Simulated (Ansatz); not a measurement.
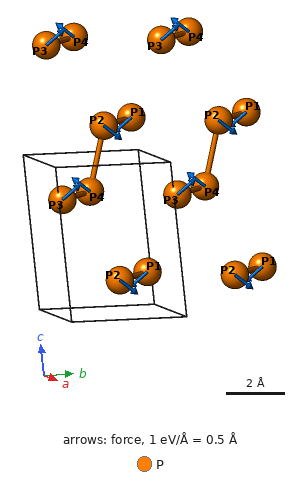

Starting geometry of crystalline P (a generated structure, set up in Cmce) with the computed forces as blue arrows. Style: ball-and-stick. Shown: the cell of the calculation, repeated 1 × 2 × 2 with one cell outlined, slightly off an axis.

Method: DFT, PAW plane waves, r2SCAN (Ansatz). Settings: plane-wave cutoff 500 eV; k-point mesh 6 × 4 × 6; occupations fermi dirac; smearing width 0.1 eV; no spin polarisation; cell and atoms relaxed; at most 40 steps.

> What follows when this structure is relaxed?

It isn't relaxed: the largest force vector, on P atoms, is 1.74 eV/Å. The atoms end up moving mostly along the starting forces (cosine between the two patterns 0.97). Over 6 accepted moves (7 points after the start) the energy falls by 135 meV per atom. Largest force component: 1.4 eV/Å at the start, 0.0016 eV/Å at the end. Pressure: −7.62 GPa at the start and 0.01 GPa at the end. The SCF was repeated once at an unchanged geometry on a basis and grid sized afresh for the cell, which shifted the energy by 0.1 meV per atom at most. The largest moves relative to the cell, 0.20 Å, are those of P1, P2, P3 and P4. P1 goes along [−1 −2 −2]. The drawn cell changes as follows: a 3.469 → 3.307 Å (−4.6 %), b 4.248 → 4.544 Å (+7.0 %), c 5.507 → 5.737 Å (+4.2 %), β 108.4° → 106.8°; the volume changes by +7.2 %. Some distances before and after: P1–P2 2.369 → 2.214 Å, P1–P3 2.356 → 2.249 Å. Among the angles between lasting bonds that change: P1–P2–P4 98.5° → 103.7°, P1–P2–P1 94.1° → 96.7°. The space group stays Cmce (No. 64). Cost: 69 s on 1 thread of AMD EPYC 7R43 64-Core Processor (Zen 3) (shared host), peak memory 0.59 GiB.
